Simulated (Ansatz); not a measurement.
```cif
data_structure
_symmetry_space_group_name_H-M 'P 1'
_symmetry_Int_Tables_number 1
_cell_length_a 4.7800
_cell_length_b 4.7800
_cell_length_c 6.5548
_cell_angle_alpha 90.000
_cell_angle_beta 90.000
_cell_angle_gamma 120.000
_cell_volume 129.70
loop_
_atom_site_label
_atom_site_type_symbol
_atom_site_fract_x
_atom_site_fract_y
_atom_site_fract_z
_atom_site_occupancy
Ta1 Ta 0.50000 0.00000 0.00000 1
Ta2 Ta 0.50000 0.50000 0.66667 1
Ta3 Ta 0.00000 0.50000 0.33333 1
Si1 Si 0.15827 0.31655 0.00000 1
Si2 Si 0.84173 0.15827 0.66667 1
Si3 Si 0.68345 0.84173 0.33333 1
Si4 Si 0.84173 0.68345 0.00000 1
Si5 Si 0.15827 0.84173 0.66667 1
Si6 Si 0.31655 0.15827 0.33333 1
```

Space group P6₄22; computed without spin polarisation.

These are results of Ansatz, DFT r2SCAN, scalar-relativistic, plane waves, PAW, not measurements.

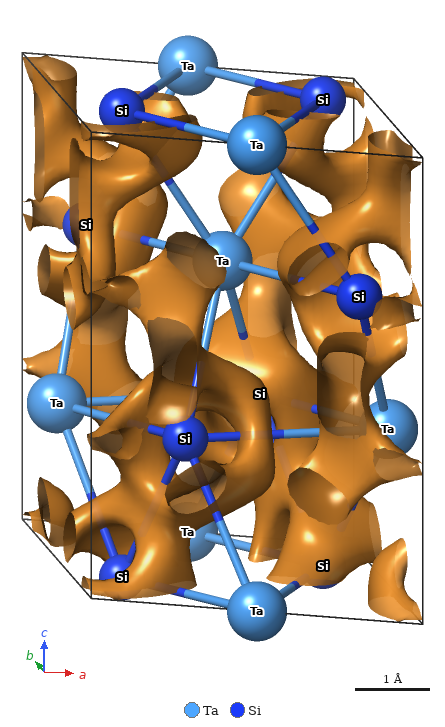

TaSi$_{2}$. Isosurface of the electron localisation function at 0.65 (orange), seen slightly off an axis. Core shells and regions of very low density are left out. Sticks mark near contacts.

Where are the electrons localised?

Answer. At this value the surface marks out channels that run through the cell in one direction, counted in one cell of 9 atoms. Regions shared between cells count once. Along the contacts the grid gives the following. Si–Si (2.55 Å): the ELF peaks at about 0.75 between the atoms. Ta–Si (2.60 Å): the ELF peaks at about 0.75 in the valence shell of Si, 0.9 Å from its nucleus, and is about 0.40 at the midpoint.
